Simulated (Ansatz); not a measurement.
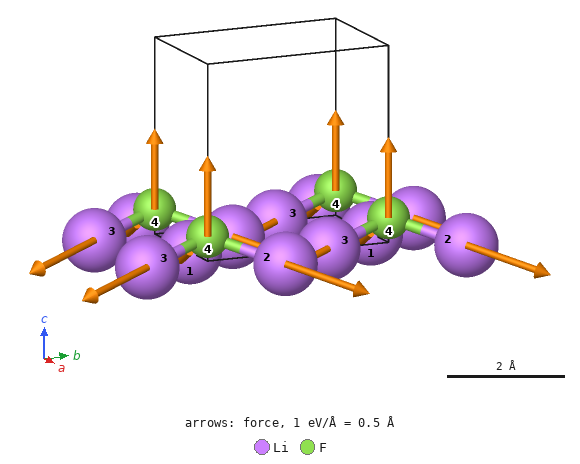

Starting geometry of a crystal of Li3F (built on the random type) (coarse preliminary run) with the computed forces as orange arrows. A ball-and-stick model of the cell of the calculation, seen slightly off an axis.

Case: random cell with space group P31m (No. 157).

These are results of DFT PBE, scalar-relativistic, plane waves, PAW (Ansatz), not measurements. Settings: plane-wave cutoff 420 eV; k-point mesh 6 × 6 × 6; occupations gaussian; smearing width 0.1 eV; no spin polarisation; cell and atoms relaxed; force threshold 0.04 eV/Å; at most 70 steps.

> What follows when this structure is relaxed?

It isn't relaxed: the largest force vector, on Li atoms, is 3.18 eV/Å. The final displacements have little in common with the starting forces (cosine between the two patterns 0.18). After 14 accepted moves (17 points after the start) the energy has fallen by 756 meV per atom. The largest force component goes from 3 to 0.0089 eV/Å. Pressure: 27.29 GPa at the start and 0.12 GPa at the end. The line search rejected the trial step at point 14 of the run. At 2 points the geometry stayed and the basis and grid were re-selected for the new cell (energy shift of 34.4 meV per atom at most each time). The atom that moves furthest relative to the cell is F4 (0.75 Å along +c). By element the largest moves are F 0.75 Å, Li 0.31 Å. Cell: a = b 4.204 → 5.158 Å (+22.7 %), c 3.398 → 2.650 Å (−22.0 %). Volume +17.4 %. Some distances before and after: Li1–F4 3.287 → 2.021 Å, Li1–Li2 2.427 → 3.158 Å, Li1–F4 (another image) 1.464 → 2.021 Å, Li1–Li2 (another image) 2.427 → 2.643 Å. New bonds form: Li1–F4 (3.29 → 2.02 Å), Li2–F4 (3.29 → 2.02 Å), Li3–F4 (3.29 → 2.02 Å). Bond angles that change, for instance: Li1–F4–Li2 111.9° → 81.7°. The space group (tolerance 0.01 Å) goes from P31m (No. 157) to P-62m (No. 189). Cost: 45 s on 1 thread of Arm Neoverse V2, on a shared host, peak memory 0.32 GiB.
